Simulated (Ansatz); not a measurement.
System: tetragonally strained zincblende LiCl, space group I-4m2, 2 atoms in the primitive cell, relaxed with r2SCAN; a = 3.865 Å, c = 5.630 Å (tetragonal axes). Starting point: PBE, Ansatz PAW set, no spin polarisation, no spin-orbit coupling, 4×4×4 k mesh, 420 eV cutoff, fixed occupations (Ansatz). Many-body step: G0W0 with empty bands 175, screening cutoff 150 eV and frequency treatment contour deformation.

In PBE the smallest gap over these k points is 5.93 eV, with direct gaps of 5.93 eV at Γ, 7.41 eV at Z and 7.45 eV at X.

### What does G0W0 give?

Over the k points that were corrected, the smallest gap goes from 5.93 eV in PBE (direct at Γ) to 8.67 eV in G0W0 (direct at Γ), a change of +2.74 eV (+46 %). Counted from the valence top, the lowest empty level moves by +2.74 eV at Γ, +2.82 eV at Z and +2.82 eV at X; over the 9 points that were corrected the shifts run from +2.74 to +3.03 eV: a spread of 0.29 eV on a mean of 2.88 eV, so one scissor shift describes this level only roughly. Only two empty levels a point were corrected, so a higher one could drop under them. The top filled level also moves against the valence top, by −0.12 eV at X. The quasiparticle weight (renormalisation factor) lies between 0.80 and 0.86 for the top filled and first empty levels.

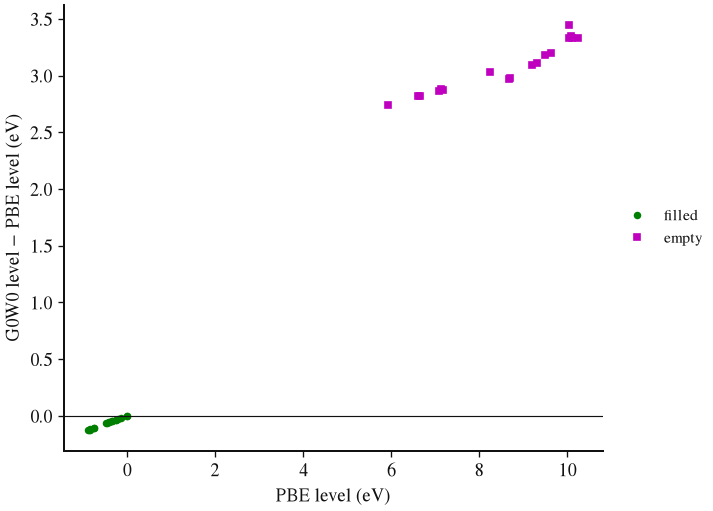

Change of each level from PBE to G0W0 against its PBE energy, both sets counted from their own valence top.

```
k point  PBE direct gap (eV)  G0W0 direct gap (eV)
      Γ                 5.93                  8.67
      Z                 7.41                 10.34
      X                 7.45                 10.38
```

The k mesh is coarse (spacing up to 0.49 Å⁻¹), so the values aren't converged. The usual form of LiCl is rocksalt. Bands, cutoffs and mesh are finite, so these values aren't at the basis limit.
